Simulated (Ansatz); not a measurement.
**GaN: density, localisation and related maps**

```xyz
6
Lattice="2.9946 0.0000 0.0000 0.0000 3.2107 0.0000 0.0000 0.0000 7.5884" Properties=species:S:1:pos:R:3 pbc="T T T"
Ga    1.4973    1.6053    1.3070
Ga    1.4973    1.6053    6.2815
Ga    0.0000    0.0000    3.7942
N     1.4973    0.0000    2.4424
N     0.0000    1.6053    0.0000
N     1.4973    0.0000    5.1460
```

Space group Pmmm; a structure generated by program, which may or may not match a known phase.

All numbers below come from DFT PBE, scalar-relativistic, plane waves, PAW (Ansatz).

The density is the valence pseudo-density of a PAW calculation; it isn't the true density close to the nuclei.

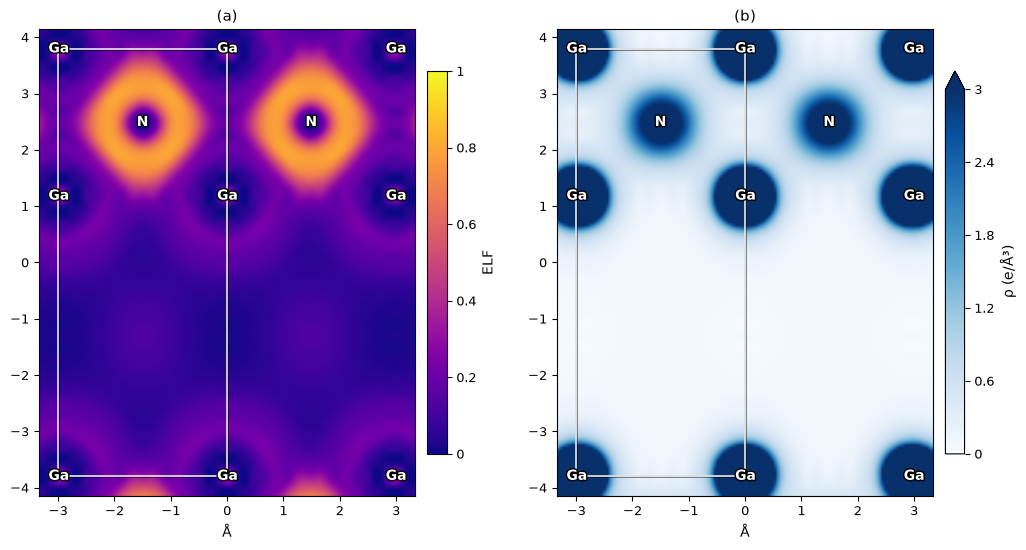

Figure 1. (a) ELF; (b) valence electron density on the (010) plane of the conventional cell.

What do the fields say about this system?

The section cuts through Ga and N sites. Ga–N (1.99 Å): the density is about 0.65 e/Å³ at the midpoint; the ELF peaks at about 0.80 in the valence shell of N, 0.7 Å from its nucleus, and is about 0.40 at the midpoint. Between the atoms the lowest density in this plane is 0.01 e/Å³.

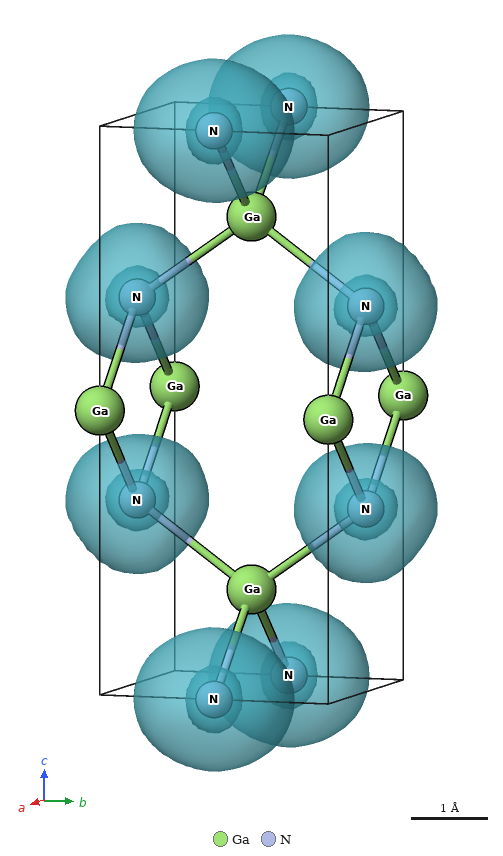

Figure 2. Isosurface of the ELF at 0.65 (cyan), seen slightly off an axis. Core shells and regions of very low density are left out. Sticks mark near contacts.

Describe the localisation domains.

The ELF exceeds this value in three regions wrapped around N (the valence shell of each), counted in one cell of 6 atoms. Regions shared between cells count once. Profiles from the grid: Ga–N (1.97 Å): the ELF peaks at about 0.85 in the valence shell of N, 0.7 Å from its nucleus, and is about 0.45 at the midpoint. Ga–N (2.02 Å): the ELF peaks at about 0.85 in the valence shell of N, 0.7 Å from its nucleus, and is about 0.45 at the midpoint.

Does the calculation give a band gap?

It is gapless in this calculation (a metal or semimetal).
